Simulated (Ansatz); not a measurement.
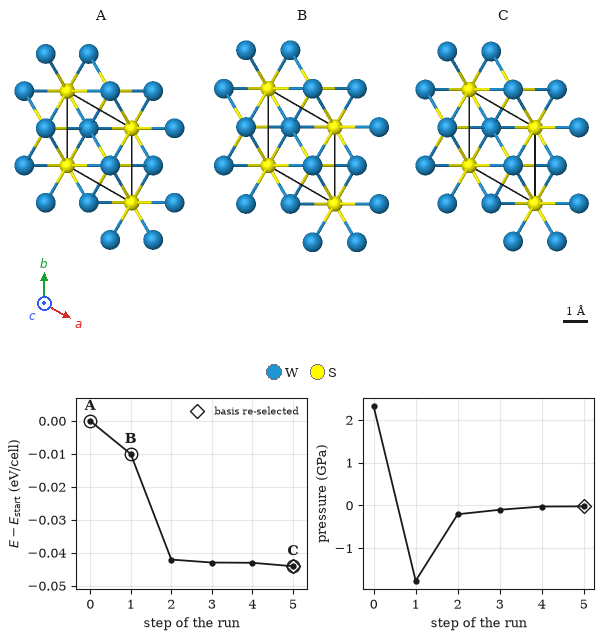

Frames of a relaxation of solid WS$_{2}$ (built on the SnS2-186 type type), marked on the history of the run. The picture is a ball-and-stick view of the cell of the calculation, seen along the c axis.

Theory: Ansatz, DFT, r2SCAN+rVV10, plane waves, PAW. (plane-wave cutoff 500 eV; k-point mesh 12 × 12 × 2; occupations fermi dirac; smearing width 0.03 eV; no spin polarisation; cell and atoms relaxed; force threshold 0.01 eV/Å; at most 120 steps)

Describe the path.

Answer. The largest moves relative to the cell, 0.023 Å, are those of S atoms. Largest moves by element: S 0.023 Å, W 0.001 Å. The drawn cell changes as follows: a = b 3.151 → 3.218 Å (+2.1 %), c 12.151 → 12.020 Å (−1.1 %); the volume changes by +3.2 %. Near-neighbour distances that change, for instance: W–W 3.151 → 3.218 Å. The space group stays P6_3mc (No. 186). After 4 accepted moves (5 points after the start) the energy has fallen by 44.0 meV per cell of the calculation. The largest force component goes from 0.03 to 0.007 eV/Å. The pressure goes from 2.32 to −0.02 GPa. The SCF was repeated once at an unchanged geometry on a basis and grid sized afresh for the cell, which shifted the energy by 1.0 meV per cell of the calculation at most. From step 0 to 1: S atoms move most (0.08 Å), volume +8.1 %, energy −10.0 meV per cell of the calculation. From step 1 to 5: S atoms move most (0.06 Å), volume −4.6 %, energy −34.0 meV per cell of the calculation.

| step | E − E(0), meV/atom | largest force component, eV/Å | pressure, GPa | volume, Å³/atom | note |
| --- | --- | --- | --- | --- | --- |
| 0 | 0.00 | 0.0305 | 2.32 | 17.416 |  |
| 1 | -1.67 | 0.0559 | -1.76 | 18.835 |  |
| 2 | -7.00 | 0.0297 | -0.21 | 18.055 |  |
| 3 | -7.15 | 0.0290 | -0.10 | 17.957 |  |
| 4 | -7.17 | 0.0071 | -0.02 | 17.972 |  |
| 5 | -7.34 | 0.0070 | -0.02 | 17.972 | same geometry, new basis |
